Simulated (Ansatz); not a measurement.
Consider Hf3O5 (cell with a defect).

Input

```
crystal:
  lattice:
    - [-4.2677684072, 0.0, -5.271376786]
    - [5.1608916415, 5.2122247812, -0.0053655936]
    - [5.1608916415, -5.2122247812, -0.0053655936]
  atoms:
    - { symbol: Hf, position: [0.2979028581, 0.0067243247, 0.5544023219] }
    - { symbol: Hf, position: [0.2916335366, 0.512216357, 0.0551502123] }
    - { symbol: Hf, position: [0.2017134705, 0.4360179316, 0.4826143274] }
    - { symbol: Hf, position: [0.2083664634, 0.9448497877, 0.987783643] }
    - { symbol: Hf, position: [0.7083664634, 0.487783643, 0.9448497877] }
    - { symbol: Hf, position: [0.7116396774, 0.9874656135, 0.4440936867] }
    - { symbol: Hf, position: [0.8005213847, 0.0612082626, 0.0271836178] }
    - { symbol: Hf, position: [0.7916335366, 0.5551502123, 0.512216357] }
    - { symbol: Hf, position: [0.016855134, 0.1118824726, 0.3578650435] }
    - { symbol: O, position: [0.0233414339, 0.6076528388, 0.8648682298] }
    - { symbol: O, position: [0.4766585661, 0.1351317702, 0.8923471612] }
    - { symbol: O, position: [0.4766585661, 0.6351317702, 0.3923471612] }
    - { symbol: O, position: [0.9766585661, 0.3923471612, 0.1351317702] }
    - { symbol: O, position: [0.9766585661, 0.8923471612, 0.6351317702] }
    - { symbol: O, position: [0.5233414339, 0.3648682298, 0.6076528388] }
    - { symbol: O, position: [0.5233414339, 0.8648682298, 0.1076528388] }
    - { symbol: O, position: [0.6515998182, 0.023698365, 0.6950314553] }
    - { symbol: O, position: [0.6515998182, 0.523698365, 0.1950314553] }
    - { symbol: O, position: [0.8484001818, 0.8049685447, 0.976301635] }
    - { symbol: O, position: [0.8564194699, 0.3023847457, 0.4824216989] }
    - { symbol: O, position: [0.3484001818, 0.476301635, 0.8049685447] }
    - { symbol: O, position: [0.3484001818, 0.976301635, 0.3049685447] }
    - { symbol: O, position: [0.1515998182, 0.6950314553, 0.523698365] }
    - { symbol: O, position: [0.1515998182, 0.1950314553, 0.023698365] }
  host:
    lattice:
      - [5.1608916415, 0.0, -0.0053655936]
      - [0.0, 5.2122247812, 0.0]
      - [-0.8931232343, 0.0, 5.2767423796]
    atoms:
      - { symbol: Hf, position: [0.2757330326, 0.4570661447, 0.7083664634] }
      - { symbol: Hf, position: [0.7242669674, 0.9570661447, 0.7916335366] }
      - { symbol: Hf, position: [0.7242669674, 0.5429338553, 0.2916335366] }
      - { symbol: Hf, position: [0.2757330326, 0.0429338553, 0.2083664634] }
      - { symbol: O, position: [0.4491796347, 0.7427846089, 0.9766585661] }
      - { symbol: O, position: [0.5508203653, 0.2427846089, 0.5233414339] }
      - { symbol: O, position: [0.5508203653, 0.2572153911, 0.0233414339] }
      - { symbol: O, position: [0.4491796347, 0.7572153911, 0.4766585661] }
      - { symbol: O, position: [0.0671300021, 0.3286669097, 0.3484001818] }
      - { symbol: O, position: [0.9328699979, 0.8286669097, 0.1515998182] }
      - { symbol: O, position: [0.9328699979, 0.6713330903, 0.6515998182] }
      - { symbol: O, position: [0.0671300021, 0.1713330903, 0.8484001818] }
basis:
  ecutwfc: 420
  xc_grid: 2
kpoints:
  mp_grid: { grid: [2, 2, 2], shift: [0.5, 0.5, 0.5] }
hamiltonian:
  xc: pbe
scf:
  occupations: { method: gaussian, width: 0.01 }
output:
  forces: true
  stress: false
  eigenvalues: true
  charged_corrections: { defect_position: [0.02334143, 0.10765284, 0.36486823] }
  write_density: true
  write_potential: true
  elf: true
  volumetric_format: npy
relax:
  adjacent_minimum: "off"
  f_tol: 0.025
  max_steps: 45
```

Command:

```sh
ansatz run input.yaml --threads 4 --pin off --max-ram 10240MiB --backend cpu --events-out ev --progress --plain --runs-dir out
```

The fields are those of the run's last geometry, not of the input's.

All numbers below come from DFT PBE, scalar-relativistic, plane waves, PAW (Ansatz 0.2.0).

> What will maps of the valence pseudo-density and electron localisation function show?

Hf–O (1.97 Å): the density is about 1 e/Å³ at the midpoint; the ELF peaks at about 0.85 in the valence shell of O, 0.6 Å from its nucleus, and drops to about 0.20 between the two atoms: no localised pair shows between them.
Hf–Hf (2.67 Å): ρ at the midpoint is about 0.41 e/Å³; the ELF is about 0.30 at the midpoint.
Hf–O (2.02 Å): the density is about 0.92 e/Å³ at the midpoint; the ELF peaks at about 0.85 in the valence shell of O, 0.6 Å from its nucleus, and drops to about 0.20 between the two atoms (no localised pair shows between them).
The ELF has a maximum of about 0.85 in the space between the atoms, 2.0 Å from five Hf and O atoms, on no atom or two-centre bond.

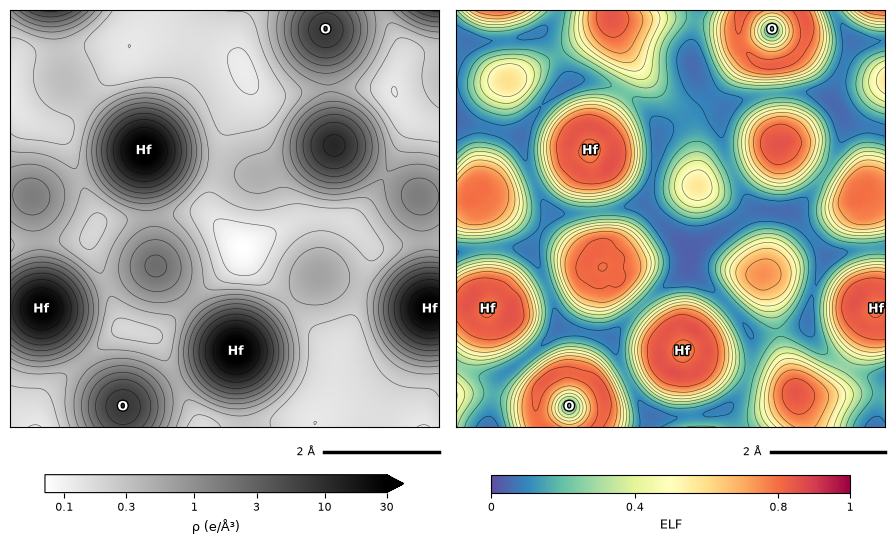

Computed valence pseudo-density and electron localisation function on the (010) plane of the calculation cell, in this order. Atoms just off the plane (Hf, 0.5 Å away and O, 0.6 Å away) can leave unmarked features too.

The density is the valence pseudo-density of a PAW calculation; it isn't the true density close to the nuclei.
